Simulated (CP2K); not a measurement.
System: Hf.

```
CELL_PARAMETERS angstrom
3.00393 3.52880 2.58950
0.00854 1.87713 -2.58950
-3.12631 0.00000 0.00000
ATOMIC_POSITIONS crystal
Hf 0.00000 0.50000 0.50000
Hf 0.50000 0.00000 0.50000
```

Space group P-1; changed on purpose from its base cell (cell strained at random at fixed volume).

These are results of CP2K, Kohn-Sham DFT of a periodic cell, PBEsol, GTH-PBE with UZH-TZVP basis, not measurements.

What will maps of the valence pseudo-density and electron localisation function show?

Answer. Hf–Hf (3.10 Å): ρ is about 0.17 e/Å³ halfway; the ELF is about 0.25 at the midpoint: no shared electron pair shows on this line.
Hf–Hf (3.17 Å): ρ at the midpoint is about 0.19 e/Å³; the ELF is about 0.30 at the midpoint: no shared electron pair shows on this line.
Hf–Hf (3.17 Å): ρ is about 0.19 e/Å³ halfway; the ELF is about 0.30 at the midpoint (no localised pair shows between them).

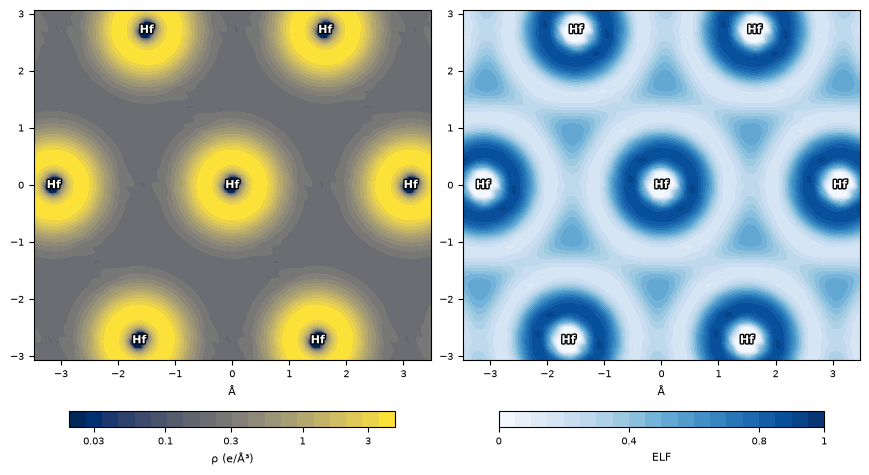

Computed valence pseudo-density and electron localisation function on the (110) plane of the standardised cell, in this order. 

The density is the valence pseudo-density of a pseudopotential calculation; it isn't the true density close to the nuclei.
